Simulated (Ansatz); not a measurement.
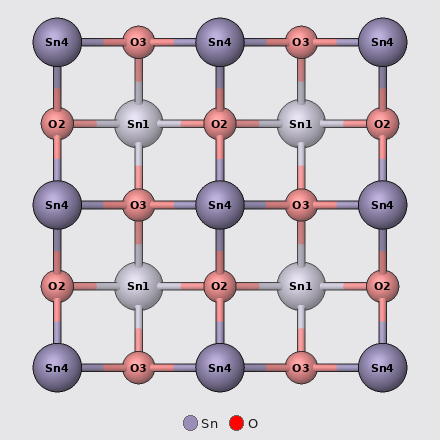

The system is H on a two-dimensional sheet of SnO (4 atoms of substrate and one adsorbate in a 1 × 1 cell); the picture shows it without the atoms that are moved over the map. H is moved over the surface cell at a fixed height above a rigid substrate; the origin of the map has the adsorbate above Sn4; the height is held at 2.20 Å. Places are given modulo a cell vector. The map is drawn in real space over the plane of the surface. Grid: 8 × 8 points; 15 points were computed and 49 follow by symmetry. Energies: meV, counted from the lowest grid point. With one adsorbate in each 1 × 1 cell, its nearest image is 3.8 Å away, so neighbouring adsorbates interact. At a fixed height the lowest place need not be the adsorption site. These are results of Ansatz, DFT PBE+D3(BJ), scalar-relativistic, plane waves, PAW, not measurements. Settings: cutoff 420 eV, k-mesh 7×7×1, gaussian smearing 0.05 eV, spin-polarised.

Range: position of H5 along the first surface vector from 0.000 to 0.875; position of H5 along the second surface vector from 0.000 to 0.875.

Question: Predict the map.

Answer: The lowest grid point is at (1/8, 2/8) of the cell vectors [nearest 1 Sn at 2.45 Å]. The same energy is found at (1/8, 6/8) of the cell vectors [nearest 1 Sn at 2.45 Å]; (6/8, 1/8) of the cell vectors [nearest 1 Sn at 2.45 Å]; (6/8, 7/8) of the cell vectors [nearest 1 Sn at 2.45 Å]. The highest grid point, a fourfold hollow over a third-layer Sn atom, (4/8, 4/8) of the cell vectors, lies 116 meV above the lowest. At the lowest point the adsorbate has 1 Sn at 2.45 Å as nearest neighbours, at the highest 4 Sn at 3.48 Å.

| second ↓, first → | 0/8 | 1/8 | 2/8 | 3/8 | 4/8 | 5/8 | 6/8 | 7/8 |
| --- | --- | --- | --- | --- | --- | --- | --- | --- |
| 7/8 | 27 | 3 | 0 | 51 | 86 | 51 | 0 | 3 |
| 6/8 | 1 | 0 | 21 | 68 | 93 | 68 | 21 | 0 |
| 5/8 | 48 | 51 | 68 | 95 | 108 | 95 | 68 | 51 |
| 4/8 | 86 | 86 | 93 | 108 | 116 | 108 | 93 | 86 |
| 3/8 | 48 | 51 | 68 | 95 | 108 | 95 | 68 | 51 |
| 2/8 | 1 | 0 | 21 | 68 | 93 | 68 | 21 | 0 |
| 1/8 | 27 | 3 | 0 | 51 | 86 | 51 | 0 | 3 |
| 0/8 | 74 | 27 | 1 | 48 | 86 | 48 | 1 | 27 |

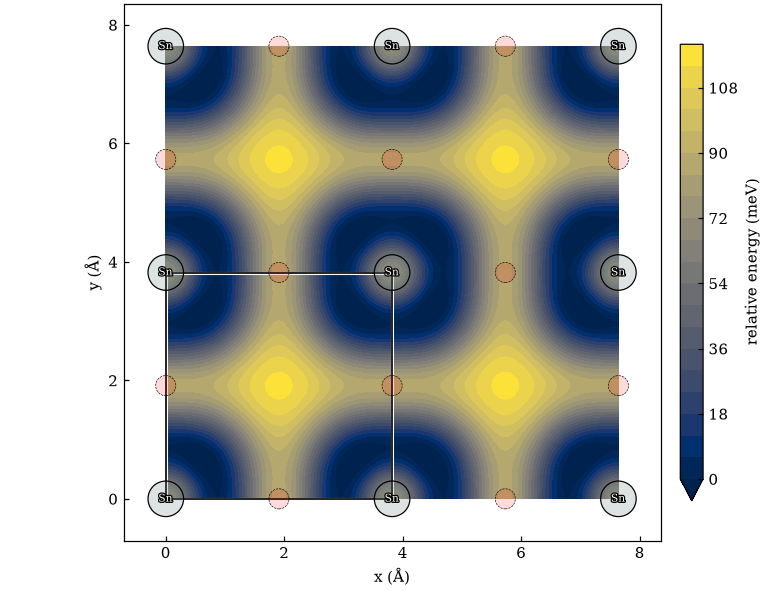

Drawn: filled contours, labelled circles for the atoms of the top layer and small ones for the second layer, the outline of one cell of the 2 × 2 shown. Between grid points the surface is interpolated.

The whole map (15 points run) took 11 min on 1 thread of Arm Neoverse V1, with other jobs on the host.

PAW datasets: the set soft_1.
